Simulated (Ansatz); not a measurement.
# Run report: Ni₂Ge, single-point calculation (part 3 of 3)

Continued. System: Ni₂Ge (P6₃/mmc, 6 atoms in the cell). Method: DFT r2SCAN, scalar-relativistic, plane waves, PAW, spin-polarised (Ansatz 0.2.0); cutoff 500 eV, 6×6×4 k-mesh, Gaussian smearing of 0.1 eV, collinear spins. The structure derives from a Materials Project entry.

Geometry of the input (Å; fractional positions):
```
3.9798  0.0000  0.0000
-1.9899  3.4466  0.0000
0.0000  0.0000  5.0239
Ni 0.6667  0.3333  0.2500
Ni 0.3333  0.6667  0.7500
Ni 0.0000  0.0000  0.0000
Ni 0.0000  0.0000  0.5000
Ge 0.6667  0.3333  0.7500
Ge 0.3333  0.6667  0.2500
```

Output, continued
```
--- Per-component energies (eV) ---
  E_band       = -1297.926487
  E_kinetic    = 1367.432663
  E_local      = -17829.963507  (includes V_loc(G=0)·N_el)
  E_nonlocal   = 3425.784058
  E_hartree    = 7620.730150
  E_xc         = -455.857515
  E_vxc        = -607.989734  (∫ρ·V_xc dr)
  E_paw        = -10668.804539  (= ΣΔE_a)
  E_vpaw       = -2937.355187  (= ΣTr[D̂ρ^β])
  E_aug_tail   = 0.000957  (compensation charges beyond the density's cutoff)
  E_vtau       = 42.702520  (kinetic-family band-sum trace: ∫τ·v_τ [+ j·A + Jᵃ·Aᵃ] dr)
  E_ewald      = -15444.320977
  E_core_change = -3.371806  (= ΣΔE_core)
  E_smearing   = -0.012361  (= −TS)
  E_closure    = 0.000000  (closes the sum)
  Σ components = -31988.382876   (vs F -31988.382876, Δ=0.00e0)
--- Forces (eV/Å), atoms counted from 1 ---
  atom   1  Ni     0.00000000     0.00000000     0.00000000
  atom   2  Ni     0.00000000    -0.00000000     0.00000000
  atom   3  Ni     0.00000000    -0.00000000    -0.00000000
  atom   4  Ni     0.00000000    -0.00000000     0.00000000
  atom   5  Ge     0.00000000     0.00000000     0.00000000
  atom   6  Ge    -0.00000000    -0.00000000     0.00000000
  max |Σ_I F_I| component: 9.25e-18 eV/Å
--- Stress (GPa, compression-positive) ---
        0.016698       0.000000       0.000000
        0.000000       0.016698       0.000000
        0.000000       0.000000       0.581866
  P = ⅓ Tr σ = 0.2051 GPa (2.051 kbar)
--- Band table (eV; the first three rows and the last of 42) ---
  k-point 0 ↑: bands = ["-88.9344", "-88.9338", "-88.6417", "-88.6316", "-47.9244", "-47.9244", "-47.9227", "-47.9227", "-47.8087", "-47.8052", "-47.6563", "-47.5697", "-47.5697", "-47.5624", "-47.5624", "-47.5454", "-7.4818", "-7.4716", "-7.4505", "-7.4505", "-7.4149", "-7.4149", "-7.4123", "-7.4123", "-7.4121", "-7.4121", "4.4961", "8.8198", "11.4656", "12.9965", "12.9965", "14.1774", "14.1774", "14.4728", "14.6071", "14.6071", "15.0492", "15.0492", "16.0845", "16.0845", "16.3539", "16.7969", "16.7969", "16.8315", "16.8315", "17.0331", "17.4738", "17.4738", "18.2037", "20.5105", "20.8765", "20.8765", "21.0636", "21.0636", "21.4334", "22.8152", "22.8152", "22.9070", "27.1823", "27.1823", "27.9660", "28.3889", "28.3889", "29.2233", "29.2233"]
  k-point 1 ↑: bands = ["-88.9343", "-88.9339", "-88.6402", "-88.6331", "-47.9241", "-47.9241", "-47.9229", "-47.9229", "-47.8083", "-47.8058", "-47.6400", "-47.5687", "-47.5687", "-47.5635", "-47.5635", "-47.5617", "-7.4784", "-7.4712", "-7.4474", "-7.4474", "-7.4258", "-7.4258", "-7.4099", "-7.4099", "-7.4065", "-7.4065", "4.8788", "7.6166", "12.5167", "13.0829", "13.0829", "13.8005", "13.8005", "14.4908", "14.8646", "14.8646", "15.0401", "15.0401", "16.1791", "16.3117", "16.3117", "16.8049", "16.8049", "16.8064", "16.8064", "16.9403", "17.3034", "17.3034", "18.7955", "20.4904", "20.7805", "21.0145", "21.0145", "21.4467", "21.4467", "22.4189", "22.4189", "23.8434", "25.0182", "25.0182", "26.7800", "27.3672", "30.4684", "30.4684", "31.0244"]
  k-point 2 ↑: bands = ["-88.9341", "-88.9341", "-88.6367", "-88.6367", "-47.9235", "-47.9235", "-47.9235", "-47.9235", "-47.8071", "-47.8071", "-47.6009", "-47.6009", "-47.5661", "-47.5661", "-47.5661", "-47.5661", "-7.4728", "-7.4728", "-7.4384", "-7.4384", "-7.4384", "-7.4384", "-7.4062", "-7.4062", "-7.4062", "-7.4062", "5.9838", "5.9838", "13.3554", "13.3554", "13.3554", "13.3554", "13.8588", "13.8588", "15.0197", "15.0197", "15.0197", "15.0197", "16.3718", "16.3718", "16.7160", "16.7160", "16.7160", "16.7160", "16.9150", "16.9150", "16.9150", "16.9150", "19.7160", "19.7160", "21.4295", "21.4295", "21.4295", "21.4295", "22.7196", "22.7196", "23.0178", "23.0178", "23.0178", "23.0178", "25.6887", "25.6887", "33.3674", "33.3674", "33.3674"]
  k-point 20 ↓: bands = ["-88.9339", "-88.9339", "-88.6368", "-88.6368", "-47.9252", "-47.9252", "-47.9239", "-47.9239", "-47.8087", "-47.8087", "-47.5997", "-47.5997", "-47.5681", "-47.5681", "-47.5628", "-47.5628", "-7.4693", "-7.4693", "-7.4356", "-7.4356", "-7.4305", "-7.4305", "-7.4146", "-7.4146", "-7.4119", "-7.4119", "8.0920", "8.0920", "11.2304", "11.2304", "12.1642", "12.1642", "14.2904", "14.2904", "15.1714", "15.1714", "15.3469", "15.3469", "15.6668", "15.6668", "15.9263", "15.9263", "16.5343", "16.5343", "16.7828", "16.7828", "16.9330", "16.9330", "16.9530", "16.9530", "17.8558", "17.8558", "23.6329", "23.6329", "24.8625", "24.8625", "26.3943", "26.3943", "27.3293", "27.3293", "28.0194", "28.0194", "28.2782", "28.2782", "35.8475"]
--- Löwdin populations: 6 sites ---
  site symbol       q [e]    m [muB]
     0     Ni     17.5565    -0.0000
     1     Ni     17.5565    -0.0000
     2     Ni     17.5354    -0.0000
     3     Ni     17.5354    -0.0000
     4     Ge     14.5645     0.0000
     5     Ge     14.5645     0.0000
  spilling = 0.006871 (of n_electrons = 100.000000)
```

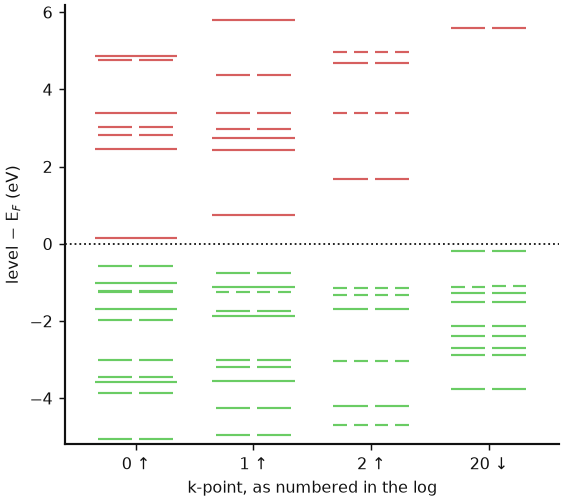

Kohn–Sham levels near the Fermi level (dotted) at the few k-points that the log prints; levels within 0.02 eV of each other stand side by side. The system is metallic on the full mesh.

Summary

- outcome: converged
- space group (tolerance 0.01 Å): P6₃/mmc (194)
- electrons treated: 100
- free energy: −31988.3829 eV
- Fermi energy: 18.047 eV
- gap on the k-point mesh: none (metallic)
- net moment of the cell: 0.00 μB
- integrated absolute moment: 0.00 μB
- pressure: 0.21 GPa
- largest force (length of the vector): under 0.001 eV/Å
- hardware: 2 threads of Intel Xeon (Granite Rapids), 32 GiB of memory available, shared host
- wall time: 21 s (CPU time 40 s)
- peak memory: 0.69 GiB

Notes

The electronic state found may not be the lowest one. Warnings of the run: some starting moments were not kept; the state was not tested for a lower one.
